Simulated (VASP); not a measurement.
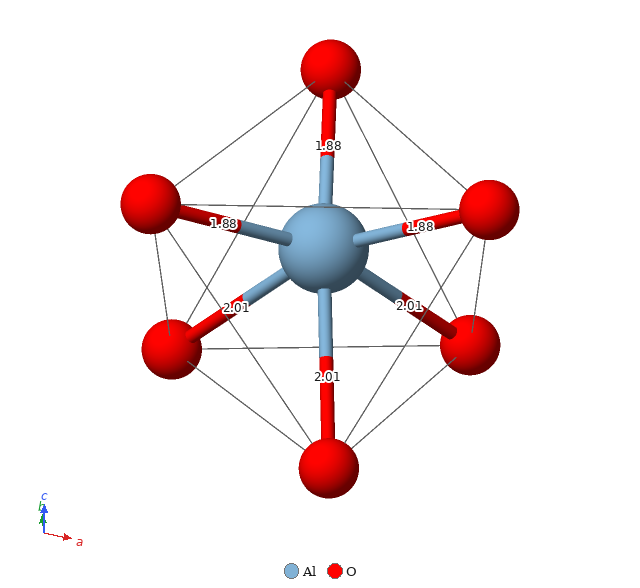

The AlO6 unit about Al in Al2O3. Source: the geometry relaxed with VASP, VASP Kohn-Sham DFT of a periodic cell, BLYP, VASP PAW PBE potentials, recommended.

Al2O3, space group R-3c:H (No. 167), a = 4.836 Å, b = 4.836 Å, c = 13.209 Å, α = 90.00°, β = 90.00°, γ = 120.00°

```
site  Wyckoff       x       y       z
  Al      12c  0.0000  0.0000  0.3524
   O      18e  0.3063  0.3063  0.2500
```

Question: Give the distortion indices.

Answer: It is closest to the octahedron.

```
                                 measure      value
                        mean bond length    1.945 Å
     bond-length distortion index (Baur)      0.032
   effective coordination number (Hoppe)       5.80
    shape measure against the octahedron       0.59
shape measure against the trigonal prism      15.47
     centre off the ligands' centroid by     0.25 Å
                       polyhedral volume    9.52 Å³
                    quadratic elongation      1.021
                     bond-angle variance  68.4 deg²
```
